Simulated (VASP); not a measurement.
# Band edges against the vacuum: BAs(110), part 2 of 3

Aim: ionisation energy and electron affinity of BAs(110), from a slab and a bulk run lined up through core potentials.

VASP 6.6.1; PBEsol; plane waves and PAW (B, As).

So far, gap on the k-mesh (eV): step 3 (band edges of the bulk) 1.09.

**4. Relaxing the slab**

System of this step: BAs(110). The cell holds 18 atoms: 9 B and 9 As. Cell: a = 3.380 Å, b = 4.780 Å, c = 29.520 Å, α = 90.0°, β = 90.0°, γ = 90.0°. It derives from BAs. 9 layers, cut at this functional's lattice. Vacuum lies along c.

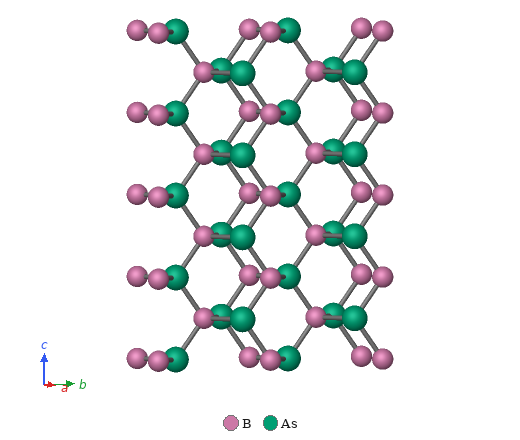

The cell of this step (boron pink, arsenic teal). 1×2×1 cells are drawn. Some periodic images of atoms are drawn too.

All atoms relax at the fixed cell.

INCAR reads:

```
SYSTEM = BAs
PREC = Normal
ENCUT = 360
EDIFF = 1E-05
NELM = 120
ISMEAR = 0
SIGMA = 0.03
LREAL = Auto
ALGO = Fast
GGA = PS
NBANDS = 54
LORBIT = 11
LWAVE = .FALSE.
LCHARG = .FALSE.
KPAR = 4
LASPH = .TRUE.
IBRION = 2
NSW = 60
ISIF = 2
EDIFFG = -0.03
POTIM = 0.4
MAXMIX = 40
IDIPOL = 3
LDIPOL = .TRUE.
DIPOL = 0.5 0.5 0.5
```

POSCAR reads:

```
BAs
1.0
    3.3799704141      0.0000000000      0.0000000000
    0.0000000000      4.7800000000      0.0000000000
    0.0000000000      0.0000000000     29.5198816563
B As
9 9
Direct
    0.0000000000      0.0000000000      0.2710038000
    0.5000000000      0.5000000000      0.3282528500
    0.0000000000      0.0000000000      0.3855019000
    0.5000000000      0.5000000000      0.4427509500
    0.0000000000      0.0000000000      0.5000000000
    0.5000000000      0.5000000000      0.5572490500
    0.0000000000      0.0000000000      0.6144981000
    0.5000000000      0.5000000000      0.6717471500
    0.0000000000      0.0000000000      0.7289962000
    0.0000000000      0.7500000000      0.3282528500
    0.5000000000      0.2500000000      0.2710038000
    0.0000000000      0.7500000000      0.4427509500
    0.5000000000      0.2500000000      0.3855019000
    0.0000000000      0.7500000000      0.5572490500
    0.5000000000      0.2500000000      0.5000000000
    0.0000000000      0.7500000000      0.6717471500
    0.5000000000      0.2500000000      0.6144981000
    0.5000000000      0.2500000000      0.7289962000
```

KPOINTS reads:

```
Automatic mesh
0
Gamma
7 5 1
0 0 0
```

PAW data sets: B and As (PBE family, release 64).

Launch:

```sh
$ mpirun -np 4 vasp_std
```

Output:

```text
[banner, memory and clock lines left out]
running    4 mpi-ranks, on    1 nodes
 distrk:  each k-point on    1 cores,    4 groups
 distr:  one band on    1 cores,    1 groups

 POSCAR found type information on POSCAR B As
 POSCAR found :  2 types and      18 ions
 [... a notice as in an earlier step ...]

 LDA part: xc-table for (Slater+PW92), standard interpolation
 POSCAR, INCAR and KPOINTS ok, starting setup
 FFT: planning ... GRIDC
 FFT: planning ... GRID_SOFT
 FFT: planning ... GRID
 WAVECAR not read
 entering main loop
       N       E                     dE             d eps       ncg     rms          rms(c)
DAV:   1     0.312926105495E+03    0.31293E+03   -0.22470E+04  1296   0.804E+02
DAV:   2    -0.748753299534E+02   -0.38780E+03   -0.37199E+03  1764   0.184E+02
DAV:   3    -0.108646967926E+03   -0.33772E+02   -0.33242E+02  1584   0.568E+01
DAV:   4    -0.109623315350E+03   -0.97635E+00   -0.97236E+00  1872   0.984E+00
DAV:   5    -0.109649275436E+03   -0.25960E-01   -0.25936E-01  1768   0.147E+00    0.141E+01
RMM:   6    -0.105394450181E+03    0.42548E+01   -0.62367E+00  1297   0.656E+00    0.724E+00
RMM:   7    -0.104866485227E+03    0.52796E+00   -0.48070E+00  1301   0.558E+00    0.222E+00
RMM:   8    -0.104777873142E+03    0.88612E-01   -0.37864E-01  1317   0.211E+00    0.677E-01
RMM:   9    -0.104776151844E+03    0.17213E-02   -0.90268E-02  1354   0.972E-01    0.236E-01
RMM:  10    -0.104775840652E+03    0.31119E-03   -0.22797E-02  1432   0.421E-01    0.137E-01
RMM:  11    -0.104776490872E+03   -0.65022E-03   -0.36764E-03  1418   0.187E-01    0.584E-02
RMM:  12    -0.104776777357E+03   -0.28648E-03   -0.99085E-04  1380   0.899E-02    0.257E-02
RMM:  13    -0.104776985297E+03   -0.20794E-03   -0.29661E-04  1391   0.432E-02    0.144E-02
RMM:  14    -0.104777301409E+03   -0.31611E-03   -0.17223E-04  1204   0.285E-02    0.939E-03
RMM:  15    -0.104777406903E+03   -0.10549E-03   -0.65017E-05  1005   0.148E-02    0.505E-03
RMM:  16    -0.104777496386E+03   -0.89482E-04   -0.24553E-05   925   0.991E-03    0.285E-03
RMM:  17    -0.104777529809E+03   -0.33424E-04   -0.14466E-05   896   0.638E-03    0.214E-03
RMM:  18    -0.104777571316E+03   -0.41507E-04   -0.78365E-06   777   0.473E-03    0.139E-03
RMM:  19    -0.104777588065E+03   -0.16749E-04   -0.10424E-06   523   0.266E-03    0.686E-04
RMM:  20    -0.104777610334E+03   -0.22270E-04   -0.97185E-07   560   0.286E-03    0.614E-04
RMM:  21    -0.104777616091E+03   -0.57565E-05   -0.35132E-07   459   0.222E-03
   1 F= -.10477762E+03 E0= -.10477679E+03  d E =-.104778E+03
 curvature:   0.00 expect dE= 0.000E+00 dE for cont linesearch  0.000E+00
 trial: gam= 0.00000 g(F)=  0.939E+00 g(S)=  0.000E+00 ort = 0.000E+00 (trialstep = 0.100E+01)
 search vector abs. value=  0.939E+00
 bond charge predicted
       N       E                     dE             d eps       ncg     rms          rms(c)
DAV:   1    -0.105479139002E+03   -0.70153E+00   -0.19499E+01  1398   0.150E+01    0.134E+00
RMM:   2    -0.105524162293E+03   -0.45023E-01   -0.57958E-01  1306   0.255E+00    0.800E-01
RMM:   3    -0.105511279404E+03    0.12883E-01   -0.10481E-01  1328   0.108E+00    0.306E-01
RMM:   4    -0.105517057149E+03   -0.57777E-02   -0.28129E-02  1397   0.507E-01    0.178E-01
RMM:   5    -0.105517064015E+03   -0.68658E-05   -0.41899E-03  1336   0.213E-01    0.561E-02
RMM:   6    -0.105517349739E+03   -0.28572E-03   -0.10134E-03  1434   0.970E-02    0.233E-02
RMM:   7    -0.105517353636E+03   -0.38977E-05   -0.22293E-04  1412   0.413E-02    0.786E-03
RMM:   8    -0.105517360312E+03   -0.66759E-05   -0.33614E-05   987   0.159E-02
   2 F= -.10551736E+03 E0= -.10551736E+03  d E =-.739744E+00
[... from here on, the cycles between the ionic steps are left out ...]
   3 F= -.10585824E+03 E0= -.10585824E+03  d E =-.108063E+01
   4 F= -.10586913E+03 E0= -.10586913E+03  d E =-.109151E+01
   5 F= -.10620226E+03 E0= -.10620226E+03  d E =-.333139E+00
   6 F= -.10627983E+03 E0= -.10627983E+03  d E =-.410706E+00
   7 F= -.10636410E+03 E0= -.10636410E+03  d E =-.842630E-01
   8 F= -.10636717E+03 E0= -.10636717E+03  d E =-.873410E-01
   9 F= -.10638545E+03 E0= -.10638545E+03  d E =-.182726E-01
  10 F= -.10638547E+03 E0= -.10638547E+03  d E =-.183010E-01
  11 F= -.10639482E+03 E0= -.10639482E+03  d E =-.934362E-02
  12 F= -.10639501E+03 E0= -.10639501E+03  d E =-.953509E-02
  13 F= -.10639966E+03 E0= -.10639966E+03  d E =-.464659E-02
  14 F= -.10640208E+03 E0= -.10640208E+03  d E =-.706907E-02
  15 F= -.10640495E+03 E0= -.10640495E+03  d E =-.287287E-02
  16 F= -.10640547E+03 E0= -.10640547E+03  d E =-.339081E-02
  17 F= -.10640554E+03 E0= -.10640554E+03  d E =-.346577E-02
  18 F= -.10640704E+03 E0= -.10640704E+03  d E =-.149718E-02
  19 F= -.10640705E+03 E0= -.10640705E+03  d E =-.150910E-02
 curvature:  -1.44 expect dE=-0.663E-03 dE for cont linesearch -0.245E-05
 trial: gam= 0.18811 g(F)=  0.460E-03 g(S)=  0.000E+00 ort = 0.805E-04 (trialstep = 0.142E+01)
 search vector abs. value=  0.625E-03
 bond charge predicted
       N       E                     dE             d eps       ncg     rms          rms(c)
DAV:   1    -0.106407407183E+03   -0.35281E-03   -0.28324E-02  1356   0.628E-01    0.427E-02
RMM:   2    -0.106407483625E+03   -0.76442E-04   -0.10457E-03  1311   0.114E-01    0.295E-02
RMM:   3    -0.106407440916E+03    0.42709E-04   -0.15185E-04  1332   0.422E-02    0.213E-02
RMM:   4    -0.106407463936E+03   -0.23020E-04   -0.41359E-05  1064   0.210E-02    0.130E-02
RMM:   5    -0.106407495825E+03   -0.31889E-04   -0.13343E-05   892   0.107E-02    0.837E-03
RMM:   6    -0.106407508102E+03   -0.12277E-04   -0.48746E-06   838   0.644E-03    0.930E-03
RMM:   7    -0.106407530215E+03   -0.22113E-04   -0.21322E-06   766   0.421E-03    0.572E-03
RMM:   8    -0.106407545006E+03   -0.14791E-04   -0.12084E-06   594   0.305E-03    0.429E-03
RMM:   9    -0.106407550726E+03   -0.57202E-05   -0.13203E-06   659   0.320E-03
  20 F= -.10640755E+03 E0= -.10640755E+03  d E =-.497183E-03
 trial-energy change:   -0.000497  1 .order   -0.000406   -0.000672   -0.000141
 step:   1.5908(harm=  1.7909)  dis= 0.00255  next Energy=  -106.407560 (dE=-0.506E-03)
 reached required accuracy - stopping structural energy minimisation
```

It took 2.1 min on 4 MPI ranks of Intel Xeon 6975P-C (Granite Rapids), shared host; peak memory 1.2 GiB.

OUTCAR, selected parts (step 4):

```text
  LATTYP: Found a simple orthorhombic cell.
 ALAT       =     3.3799704141
 B/A-ratio  =     1.4142135624
 C/A-ratio  =     8.7337692464

 Subroutine GETGRP returns: Found  4 space group operations
 (whereof  4 operations were pure point group operations)

The static configuration has the point symmetry C_2v.

 Found     12 irreducible k-points:

   k-points           NKPTS =     12   k-points in BZ     NKDIM =     12   number of bands    NBANDS=     54

   dimension x,y,z NGX =    16 NGY =   24 NGZ =  140
   dimension x,y,z NGXF=    32 NGYF=   48 NGZF=  280

   ENCUT  =  360.0 eV  26.46 Ry    5.14 a.u.   5.23  7.39 45.67*2*pi/ulx,y,z

   NELECT =      72.0000    total number of electrons

 dipolmoment           0.000000      0.000000     -0.000000 electrons x Angstroem

 E-fermi :   0.7155

 k-point     1 :       0.0000    0.0000    0.0000
  band No.  band energies     occupation
    ...
     32       0.0056      2.00000
     33       0.2412      2.00000
     34       0.3497      2.00000
     35       0.4782      2.00000
     36       0.5613      2.00000
     37       1.9872      0.00000
     38       2.2391      0.00000
     39       2.2505      0.00000
     40       2.6981      0.00000
     41       2.8174      0.00000
    ...

 k-point     2 :       0.1429    0.0000    0.0000
  band No.  band energies     occupation
    ...
     32      -1.0155      2.00000
     33      -0.8896      2.00000
     34      -0.7061      2.00000
     35      -0.1565      2.00000
     36       0.0198      2.00000
     37       2.0919      0.00000
     38       2.4074      0.00000
     39       3.1436      0.00000
     40       3.2355      0.00000
     41       3.2644      0.00000
    ...

  Total       -2.4805336      0.4383831     -0.9658350      0.0000000      0.0000000      0.0000000
  in kB       -8.3329790      1.4726819     -3.2445771      0.0000000      0.0000000      0.0000000
  external PRESSURE =      -3.3682914 kB  Pullay stress =       0.0000000 kB

  energy-cutoff  :      360.00
  volume of cell :      476.93
      direct lattice vectors                 reciprocal lattice vectors
     3.379970414  0.000000000  0.000000000     0.295860578  0.000000000  0.000000000
     0.000000000  4.780000000  0.000000000     0.000000000  0.209205021  0.000000000
     0.000000000  0.000000000 29.519881656     0.000000000  0.000000000  0.033875475

 POSITION                                       TOTAL-FORCE (eV/Angst)
 -----------------------------------------------------------------------------------
      0.00000      0.25362      8.37158         0.000000     -0.008176      0.018400
      1.68999      2.34636      9.66623        -0.000000     -0.000713      0.014604
      0.00000      4.74625     11.38327        -0.000000     -0.016020      0.010007
      1.68999      2.34624     13.06396        -0.000000      0.002406      0.004698
      0.00000      4.73749     14.75994        -0.000000      0.029323      0.000000
      1.68999      2.34624     16.45592        -0.000000      0.002406     -0.004698
      0.00000      4.74625     18.13661        -0.000000     -0.016020     -0.010007
      1.68999      2.34636     19.85365        -0.000000     -0.000713     -0.014604
      0.00000      0.25362     21.14830        -0.000000     -0.008176     -0.018400
      0.00000      3.51935      9.67662         0.000000      0.016013      0.014383
      1.68999      1.24821      7.82096        -0.000000      0.001260      0.003206
      0.00000      3.54246     13.06710        -0.000000      0.006860      0.010558
      1.68999      1.15893     11.36142        -0.000000     -0.014831      0.013462
      0.00000      3.54246     16.45278        -0.000000      0.006860     -0.010558
      1.68999      1.15467     14.75994        -0.000000     -0.002920      0.000000
      0.00000      3.51935     19.84326         0.000000      0.016013     -0.014383
      1.68999      1.15893     18.15846         0.000000     -0.014831     -0.013462
      1.68999      1.24821     21.69892        -0.000000      0.001260     -0.003206
 -----------------------------------------------------------------------------------
    total drift:                                0.000000      0.126374      0.000006

  FREE ENERGIE OF THE ION-ELECTRON SYSTEM (eV)
  ---------------------------------------------------
  free  energy   TOTEN  =      -106.4075507260 eV

  energy  without entropy=     -106.4075507260  energy(sigma->0) =     -106.40755073

 vacuum level on the upper side and lower side of the slab         5.425         5.425

 total charge
# of ion       s       p       d       tot
------------------------------------------
    1        0.713   1.025   0.000   1.739
    2        0.659   1.128   0.000   1.786
    3        0.658   1.152   0.000   1.810
    4        0.656   1.164   0.000   1.820
    5        0.655   1.165   0.000   1.820
    6        0.656   1.164   0.000   1.820
    7        0.658   1.152   0.000   1.810
    8        0.659   1.128   0.000   1.786
    9        0.713   1.025   0.000   1.739
   10        1.179   1.674   0.091   2.943
   11        1.234   1.574   0.059   2.867
   12        1.176   1.659   0.087   2.922
   13        1.177   1.661   0.088   2.925
   14        1.176   1.659   0.087   2.922
   15        1.175   1.660   0.087   2.922
   16        1.179   1.674   0.091   2.943
   17        1.177   1.661   0.088   2.925
   18        1.234   1.574   0.059   2.867
--------------------------------------------------
tot         16.732  24.898   0.736  42.367

[... 1 part as in an earlier step ...]

[... 7 further parts left out ...]
```

CONTCAR:

```
BAs
   1.00000000000000
     3.3799704141000002    0.0000000000000000    0.0000000000000000
     0.0000000000000000    4.7800000000000002    0.0000000000000000
     0.0000000000000000    0.0000000000000000   29.5198816563000008
  B               As
     9     9
Direct
     0.0000000000000000    0.0530583474215783    0.2835912825744259
     0.5000000000000000    0.4908696692788717    0.3274480816777053
     0.0000000000000000    0.9929402439538727    0.3856137940955604
     0.5000000000000000    0.4908457567094607    0.4425477923653844
     0.0000000000000000    0.9911068491783235    0.5000000000000000
     0.5000000000000000    0.4908457567094607    0.5574522076346154
     0.0000000000000000    0.9929402439538727    0.6143862059044399
     0.5000000000000000    0.4908696692788717    0.6725519183222950
     0.0000000000000000    0.0530583474215783    0.7164087174255742
     0.0000000000000000    0.7362655738535135    0.3278000766447653
     0.5000000000000000    0.2611309272802993    0.2649387390491880
     0.0000000000000000    0.7411010282795221    0.4426543712236280
     0.5000000000000000    0.2424540717879416    0.3848734574091796
     0.0000000000000000    0.7411010282795221    0.5573456287763717
     0.5000000000000000    0.2415619136915563    0.5000000000000000
     0.0000000000000000    0.7362655738535135    0.6721999233552348
     0.5000000000000000    0.2424540717879416    0.6151265425908207
     0.5000000000000000    0.2611309272802993    0.7350612609508121
```

The run keeps the 4 symmetry operations of its start, so it cannot find a distortion of lower symmetry.

Relaxation path:

| step | energy less that of the first step (eV) | largest force (eV/Å) |
| --- | --- | --- |
| 1 | 0.0000 | 2.5933 |
| 2 | -0.7397 | 1.8892 |
| 3 | -1.0806 | 1.0222 |
| 4 | -1.0915 | 1.0741 |
| 5 | -1.4246 | 0.7590 |
| 6 | -1.5022 | 0.7541 |
| 7 | -1.5865 | 0.3908 |
| 8 | -1.5896 | 0.3139 |
| 9 | -1.6078 | 0.2306 |
| 10 | -1.6079 | 0.2399 |
| 11 | -1.6172 | 0.1331 |
| 12 | -1.6174 | 0.1301 |
| 13 | -1.6220 | 0.0933 |
| 14 | -1.6245 | 0.1114 |
| 15 | -1.6273 | 0.0666 |
| 16 | -1.6279 | 0.0640 |
| 17 | -1.6279 | 0.0706 |
| 18 | -1.6294 | 0.0397 |
| 19 | -1.6294 | 0.0417 |
| 20 | -1.6299 | 0.0293 |

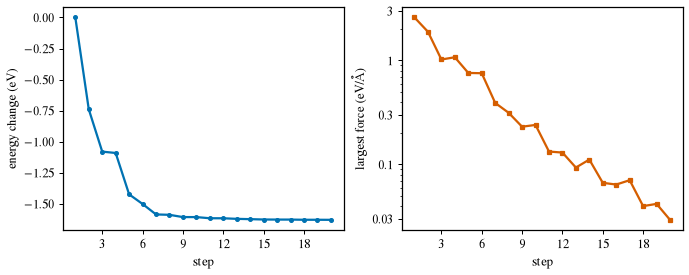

Energy and largest force along the relaxation.

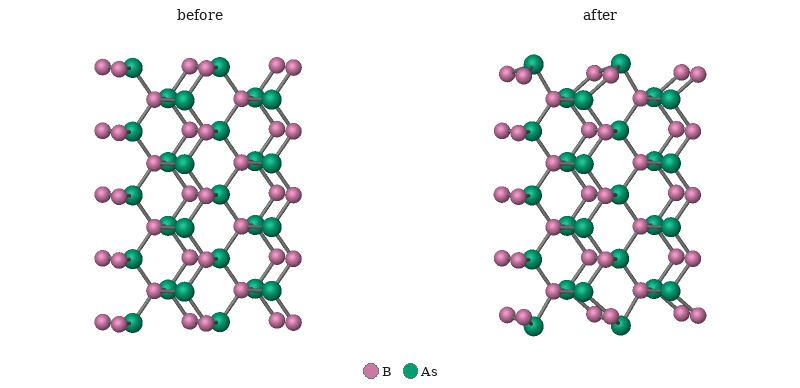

The structure before and after the relaxation, drawn at the same scale.

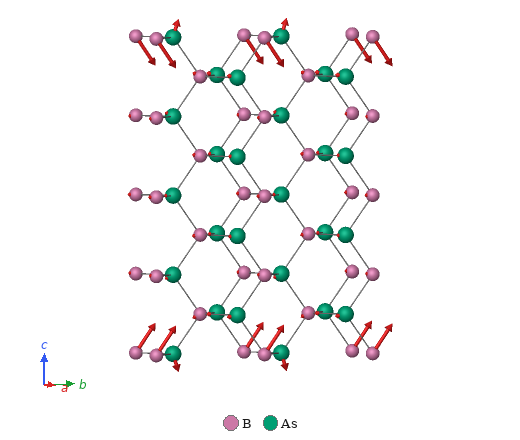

Displacements in the relaxation, exaggerated; the longest in the cell stands for 0.45 Å. 1×2×1 cells are drawn. Some periodic images of atoms are drawn too.

The atoms that moved most (Å):

| atom | dx | dy | dz | length |
| --- | --- | --- | --- | --- |
| B9 | 0.000 | 0.254 | -0.372 | 0.450 |
| B1 | 0.000 | 0.254 | 0.372 | 0.450 |
| As18 | 0.000 | 0.053 | 0.179 | 0.187 |
| As11 | 0.000 | 0.053 | -0.179 | 0.187 |
| As10 | 0.000 | -0.066 | -0.013 | 0.067 |
| As16 | 0.000 | -0.066 | 0.013 | 0.067 |
| B2 | 0.000 | -0.044 | -0.024 | 0.050 |
| B8 | 0.000 | -0.044 | 0.024 | 0.050 |

The relaxed structure:

```
B As
1.0
     3.37997    0.00000    0.00000
     0.00000    4.78000    0.00000
     0.00000    0.00000   29.51988
B As
9 9
Direct
  0.00000 0.05306 0.28359
  0.50000 0.49087 0.32745
  0.00000 0.99294 0.38561
  0.50000 0.49085 0.44255
  0.00000 0.99111 0.50000
  0.50000 0.49085 0.55745
  0.00000 0.99294 0.61439
  0.50000 0.49087 0.67255
  0.00000 0.05306 0.71641
  0.00000 0.73627 0.32780
  0.50000 0.26113 0.26494
  0.00000 0.74110 0.44265
  0.50000 0.24245 0.38487
  0.00000 0.74110 0.55735
  0.50000 0.24156 0.50000
  0.00000 0.73627 0.67220
  0.50000 0.24245 0.61513
  0.50000 0.26113 0.73506
```

Numbers from this step:

- electronic steps: 138
- electrons: 72
- free energy (TOTEN): -106.4076 eV
- Fermi energy: 0.7155 eV
- dipole moment: 0, 0, 0 e·Å
- gap on the k-mesh: 0.3293 eV
- least direct gap on the k-mesh: 1.426 eV

The run ended after 20 ionic steps, 1.630 eV below its first step, once the forces on the free atoms met EDIFFG = -0.03.

(Continued in part 3 of 3.)

[Lines on the potential files, build, host, timing and source positions are cut from VASP's logs without a mark.]

[Logs are printed without paths, hosts, clocks, repeated set-up lines and the standing remarks that a program may print on its own settings, such as how far it seeks lower states.]

[Hosts, paths, dates, database ids (printed as entryN), source tags and the programs' standing remarks are cut or masked in the printed files.]

[Runs that stopped without an error message from VASP are left out.]
